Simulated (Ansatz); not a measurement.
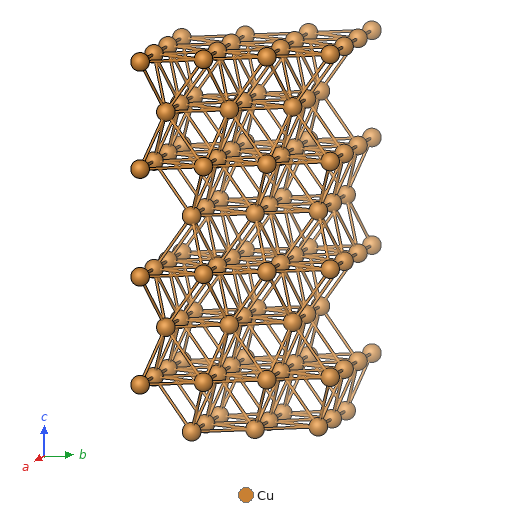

System: O on a slab of content Cu. The picture shows the clean slab (repeated in the plane, vacuum cut away).

The given structure:
```yaml
crystal:
  lattice:
    - [2.51980, 0.00000, 0.00000]
    - [-1.25990, 2.18220, 0.00000]
    - [0.00000, 0.00000, 31.41170]
  atoms:
    - { symbol: Cu, position: [0.33333, 0.66667, 0.27060] }
    - { symbol: Cu, position: [0.00000, 0.00000, 0.33614] }
    - { symbol: Cu, position: [0.66667, 0.33333, 0.40169] }
    - { symbol: Cu, position: [0.00000, 0.00000, 0.46723] }
    - { symbol: Cu, position: [0.33333, 0.66667, 0.53267] }
    - { symbol: Cu, position: [0.00000, 0.00000, 0.59794] }
    - { symbol: Cu, position: [0.66667, 0.33333, 0.66299] }
    - { symbol: Cu, position: [0.00000, 0.00000, 0.72807] }
```

How it was computed, with Ansatz 0.2.0: adsorption at several starting sites on a slab cut from the named crystal, one adsorbate a surface cell, the lower planes held, the adsorption energy counts from the clean slab and the free, spin-polarised adsorbate, negative where bound, plane waves with PAW datasets, Γ-centred k mesh. Level: PBEsol, no spin polarisation.

| setting | value |
| --- | --- |
| crystal formula | Cu |
| crystal space group number | 194 |
| Miller index h | 0 |
| Miller index k | 0 |
| Miller index l | 1 |
| top plane | Cu |
| bottom plane | Cu |
| planes | 8 |
| surface cell | (1, 1) |
| slab thickness as cut | 14.41 Å |
| vacuum | 17 Å |
| surface area | 5.499 Å² |
| wave cutoff | 420 eV |
| k mesh | 12×12×1 |
| occupations | Gaussian |
| smearing width | 0.1 eV |
| boundary | dipole corrected |
| adsorbate | O |

Sites are named by a rule of distances and placed in fractions of the cell vectors a and b; the slab's top layers relax too; key: 1 = top site at (0.00, 0.00); 2 = hollow site at (0.33, 0.67).

What does the calculation give for the adsorption energy of each starting site?

Among these starts the lowest is no. 2, at −3.336 eV; no. 1 is 1.042 eV higher.

| starting site | adsorption energy (eV) | height over highest slab atom (Å) | dipole change (e Å) |
| --- | --- | --- | --- |
| no. 1 | −2.294 | 1.768 | −0.121 |
| no. 2 | −3.336 | 1.182 | −0.098 |

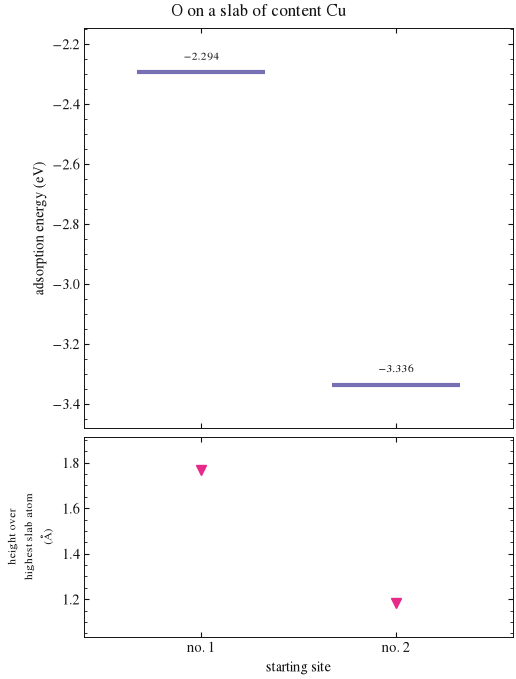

Limits of the calculation: no spin polarisation, a magnetic state may lie lower; xc potential rough in thin density.
